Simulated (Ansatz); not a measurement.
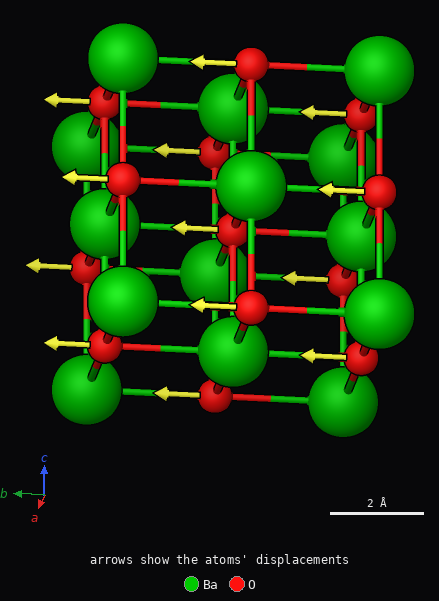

One vibrational mode of solid BaO (a generated structure) at the zone centre. The yellow arrows give the relative displacements of the atoms. Style: ball-and-stick. Shown: the conventional cell (4 times the calculation's cell), from a free direction. Lengths and directions refer to the drawn axes.

Theory: Ansatz, DFT PBE, scalar-relativistic, plane waves, PAW. (plane-wave cutoff 420 eV; k-point mesh 8 × 8 × 8; occupations fixed; no spin polarisation)

Frequencies are those without the non-analytic (LO–TO) term.

Question: What mode is this, and where does it lie in the spectrum?

Answer: This is the T₁u mode (triply degenerate; one member of the set is drawn) at 71 cm⁻¹, the only optical level, infrared-active by symmetry. The O sublattice moves against the Ba sublattice, along b; it stretches the shortest Ba–O bonds (2.79 Å); the kinetic energy is shared as O 90 %, Ba 10 %. Its infrared intensity is 36 (D/Å)²/amu for the set. The value is the transverse one; the longitudinal partner lies at 383 cm⁻¹.
